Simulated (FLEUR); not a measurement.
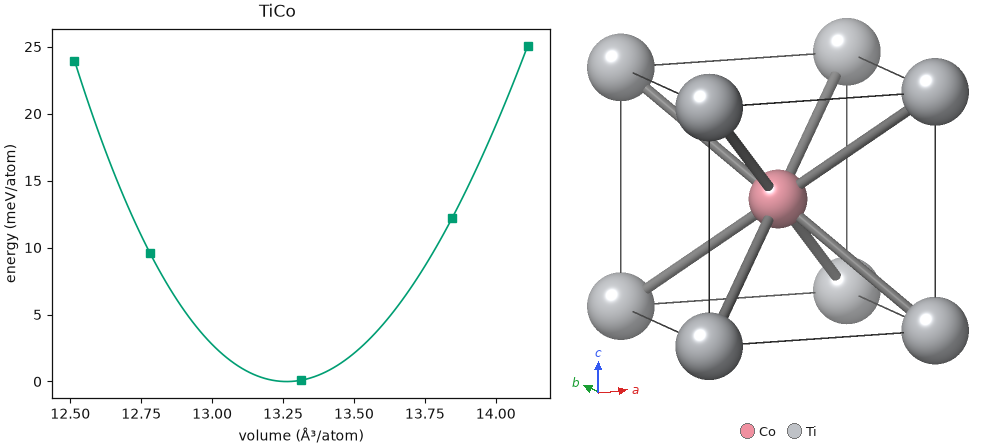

The figure shows the energy against volume for TiCo, space group Pm-3m (No. 221). The conventional cell is drawn beside the plot.

Cell as given: a = 2.986 Å, b = 2.986 Å, c = 2.986 Å, α = 90.00°, β = 90.00°, γ = 90.00°; 2 atoms.

Method: all-electron LAPW DFT, collinear spins; energies at scaled volumes of the given cell, shape and fractions fixed, counted from the fit's minimum, third-order Birch-Murnaghan fit (FLEUR MaX-R8.1 (later development tree)). Level: PBE, collinear spin.

k mesh 9×9×9; occupations Fermi–Dirac; smearing width 0.05 eV; potentials all electron; program settings basis FLAPW, kmax 4.47 1/bohr.

How stiff is the solid, and where is its volume at rest?

Answer. A third-order Birch–Murnaghan fit gives V0 = 13.26 Å³/atom, B0 = 164 GPa and B′ = 4.2.
